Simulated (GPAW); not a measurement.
**Polymorphs of BN told apart by optics**

Method, alike for all: GPAW, PBE, RPA, without spin-orbit coupling, line width 0.12 eV (Lorentzian).

Structure 1:

Symmetry: P6_3/mmc, No. 194, hexagonal system. The conventional cell has a = 2.498 Å, b = 2.498 Å, c = 6.636 Å, α = 90.00°, β = 90.00°, γ = 120.00°. N on site d has 3 B at 1.44 Å as nearest neighbours. B on site c has 3 N at 1.44 Å as nearest neighbours.

Structure 2:

The structure is hexagonal, space group P6_3mc (No. 186). The conventional cell has a = 2.536 Å, b = 2.536 Å, c = 4.199 Å, α = 90.00°, β = 90.00°, γ = 120.00°. N on site b is surrounded by 4 B at 1.56 to 1.57 Å. B on site b is surrounded by 4 N at 1.56 to 1.57 Å.

Structure 3:

The structure is cubic, space group F-43m (No. 216). Conventional cell: a = 3.615 Å, b = 3.615 Å, c = 3.615 Å, α = 90.00°, β = 90.00°, γ = 90.00°. N on site c has 4 B at 1.57 Å as nearest neighbours. Around B on site a lie 4 N at 1.57 Å.

Spectrum A:

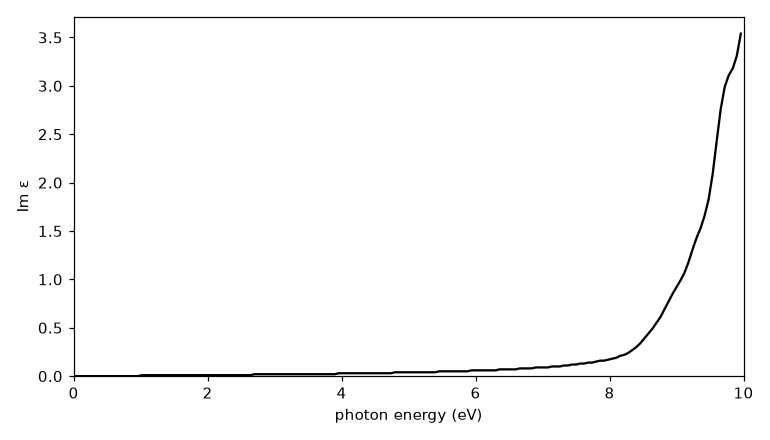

Spectrum B:

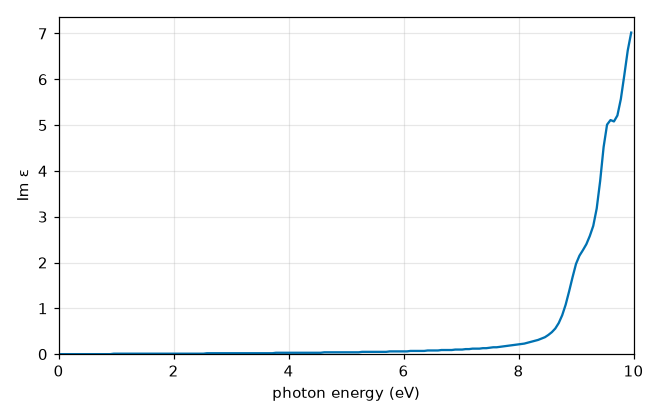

Spectrum C:

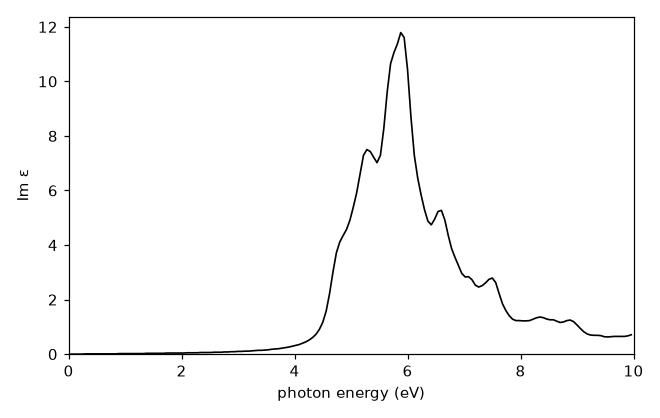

Task: Which spectrum belongs to which structure?

Result: C is structure 1 (P6_3/mmc, 9.0 Å³ an atom): ε∞ = 4.60 along the first axis, strongest peak along the first axis at 5.90 eV. A is structure 2 (P6_3mc, 5.8 Å³ an atom): ε∞ = 4.44 along the first axis, strongest peak along the first axis at 11.27 eV. B is structure 3 (F-43m, 5.9 Å³ an atom): ε∞ = 4.52 along the first axis, strongest peak along the first axis at 12.17 eV.
